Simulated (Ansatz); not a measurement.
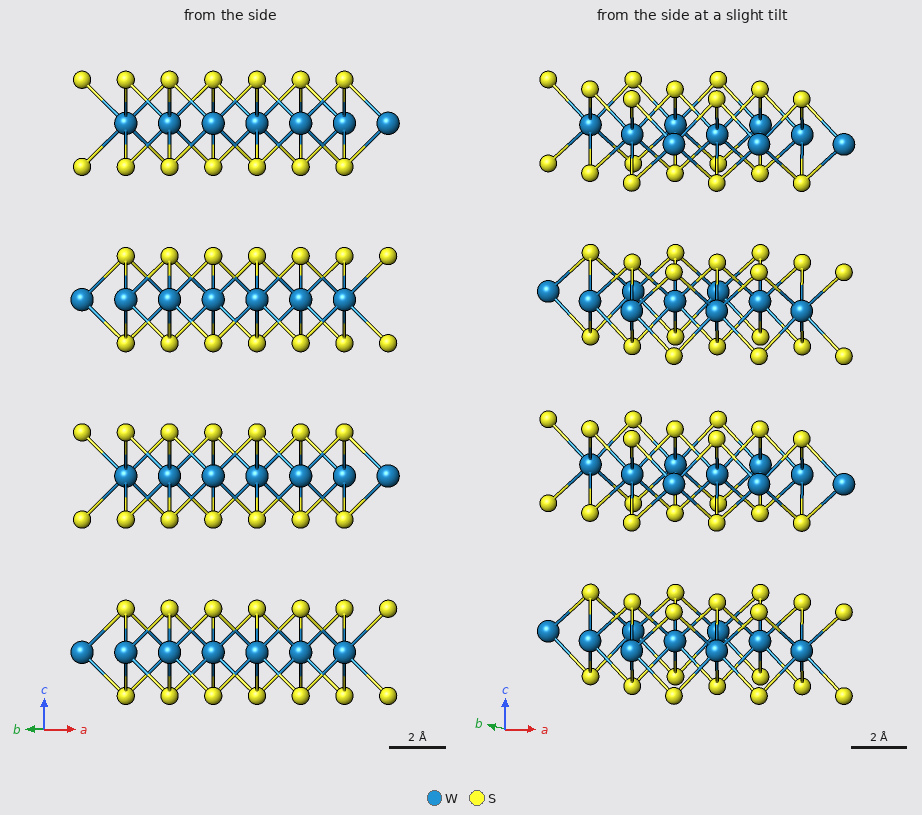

A ball-and-stick picture of a periodic slab, seen from the side and from the side at a slight tilt. The surface normal points up in side views; the vacuum is left out. 3×3 cells are drawn in the plane, with atoms at the edges repeated.

The cell holds 4 W, 8 S.

Question: Name the terminations.

Answer: The top face ends in S, the bottom face in S. The two faces are alike.

Question: What is the slab's thickness, atom centre to atom centre?

Answer: About 22 Å from the lowest to the highest atom.

Question: Name the atomic layers in order from the top face down.

Answer: Twelve planes: S / W / S / S / W / S / S / W / S / S / W / S.

Starting structure: a structure listed in the Materials Project. It was relaxed at fixed volume with DFT PBEsol, scalar-relativistic, plane waves, PAW (Ansatz 0.2.0).
